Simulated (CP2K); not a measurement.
**Energy of Nb along an even scaling of the cell**

System: Nb (Im-3m, 1 atom in the cell).
Method: Kohn-Sham DFT of a periodic cell, r2SCAN, GTH-SCAN with UZH-TZVP basis, no spin polarisation (CP2K 2026.2).

The 6 runs differ only in the geometry, by an even scaling of the cell at fixed fractional positions. The structure derives from an entry of the Crystallography Open Database.

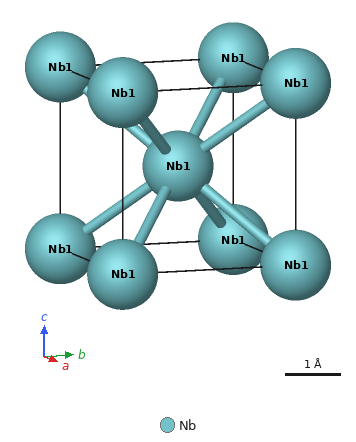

Figure 1. The structure of run 4 (ball-and-stick view of the cell 2 times as large as that of the calculation, set on its symmetry axes, seen slightly off an axis; atoms are numbered from 1 in the order of the input). An atom can appear more than once, as a periodic image.

**Input of run 4**
```
&GLOBAL
  PROJECT nb_eos
  RUN_TYPE ENERGY_FORCE
  PRINT_LEVEL LOW
&END GLOBAL
&FORCE_EVAL
  METHOD QS
  STRESS_TENSOR ANALYTICAL
  &DFT
    BASIS_SET_FILE_NAME BASIS_MOLOPT_UZH
    POTENTIAL_FILE_NAME POTENTIAL_UZH
    WFN_RESTART_FILE_NAME previous-RESTART.kp
    &MGRID
      CUTOFF 675
      REL_CUTOFF 60
      NGRIDS 4
    &END MGRID
    &QS
      METHOD GPW
      EPS_DEFAULT 1.0E-9
    &END QS
    &KPOINTS
      SCHEME MONKHORST-PACK 11 11 11
      GAMMA_CENTERED T
      SYMMETRY T
      SYMMETRY_BACKEND SPGLIB
    &END KPOINTS
    &SCF
      SCF_GUESS RESTART
      EPS_SCF 1.0E-6
      MAX_SCF 100
      ADDED_MOS 11
      CHOLESKY OFF
      EPS_EIGVAL 1.0E-7
      &DIAGONALIZATION ON
        ALGORITHM STANDARD
      &END DIAGONALIZATION
      &MIXING ON
        METHOD BROYDEN_MIXING
        ALPHA 0.4
        BETA 1.5
        NBUFFER 8
      &END MIXING
      &SMEAR ON
        METHOD FERMI_DIRAC
        ELECTRONIC_TEMPERATURE [K] 300.557
      &END SMEAR
    &END SCF
    &XC
      &XC_FUNCTIONAL
        &MGGA_X_R2SCAN
        &END MGGA_X_R2SCAN
        &MGGA_C_R2SCAN
        &END MGGA_C_R2SCAN
      &END XC_FUNCTIONAL
    &END XC
    &PRINT
      &KPOINTS ON
      &END KPOINTS
      &MULLIKEN ON
      &END MULLIKEN
      &MO ON
        ENERGIES T
        OCCUPATION_NUMBERS T
        &EACH
          QS_SCF 0
        &END EACH
        ADD_LAST NUMERIC
      &END MO
    &END PRINT
  &END DFT
  &SUBSYS
    &CELL
      ABC 2.9011328945 2.9011328945 2.9011328944
      ALPHA_BETA_GAMMA 109.4712206349 109.4712206340 109.4712206330
      PERIODIC XYZ
    &END CELL
    &COORD
      SCALED
      Nb  0.0000000000 0.0000000000 0.0000000000
    &END COORD
    &KIND Nb
      BASIS_SET TZVP-MOLOPT-SCAN-GTH-q13
      POTENTIAL GTH-SCAN-q13
    &END KIND
    &PRINT
      &ATOMIC_COORDINATES ON
      &END ATOMIC_COORDINATES
      &CELL ON
      &END CELL
      &SYMMETRY ON
      &END SYMMETRY
    &END PRINT
  &END SUBSYS
  &PRINT
    &FORCES ON
    &END FORCES
    &STRESS_TENSOR ON
    &END STRESS_TENSOR
  &END PRINT
&END FORCE_EVAL
```

Command:
```bash
OMP_NUM_THREADS=1 cp2k.psmp -i nb_eos.inp -o nb_eos.out
```

Run 5 has the same physical settings and fractional positions; its lattice vectors (Å) are:
```
   2.919972    0.000000    0.000000
  -0.973324    2.752976    0.000000
  -0.973324   -1.376488    2.384147
```

**Results, with one run withheld**

```csv
run,volume per atom (Å³),"free energy per atom, from the lowest run given (meV)",pressure (GPa)
1,17.322,21.57,8.58
2,17.691,6.45,4.63
3,18.060,0.00,1.01
4,18.797,11.03,−5.66
5,19.165,?,?
6,19.534,50.63,−11.38
```

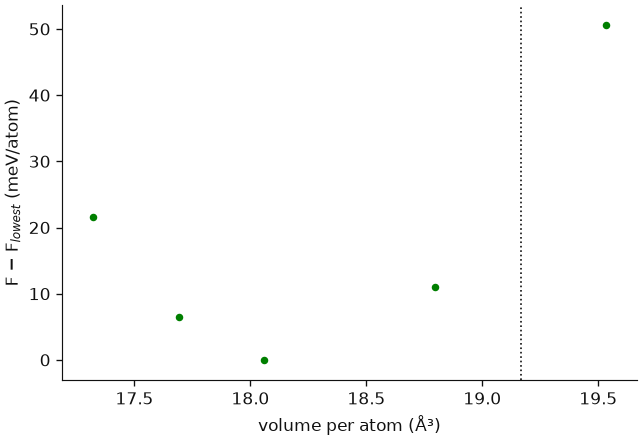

Figure 2. Free energy per atom of the runs given; the dotted line marks run 5.

What should run 5 give?

A cubic polynomial in V^(−2/3) (the Birch–Murnaghan form), fitted to the 5 runs given, misses them by under 0.01 meV per atom. With x = V^(−2/3) − 0.14425 Å⁻², it reads F = −0.086816 − 979.86 x + 1.0507e+06 x² − 6.5843e+06 x³ (meV per atom). At run 5 it gives 27.46 meV per atom, and the run itself gives 27.54. The slope of the fit gives a pressure −dF/dV of −8.64 GPa there, and the run prints −8.65 GPa. The fit has its minimum at 18.164 Å³ per atom, where V d²F/dV² gives 171 GPa: the bulk modulus at this level, since symmetry fixes the shape and the positions.

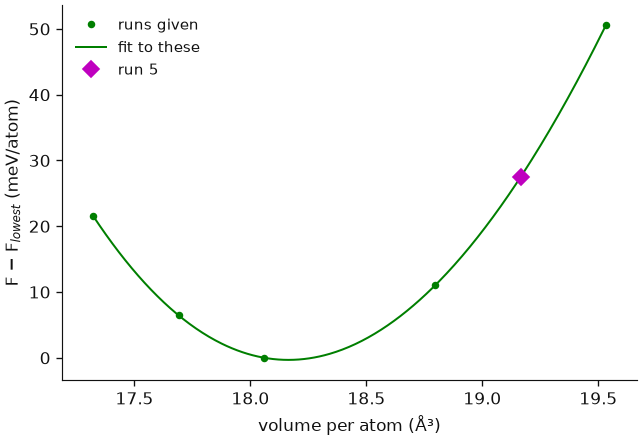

Figure 3. The fit and the withheld run.

**Some lines of the output (run 5)**
```
[...]
 CELL| Volume [angstrom^3]:                                            19.165235
 CELL_REF| Volume [angstrom^3]:                                        19.165235
                        Smear method:                                FERMI_DIRAC
  Step     Update method      Time    Convergence         Total energy    Change
  Fermi energy:                                                 0.48401648568361
  Total energy:                                               -56.62893869558491
  Total energy (extrapolated to T->0):                        -56.62887184847377
 MO| E(Fermi):            0.484016 a.u.         13.170758 eV
```
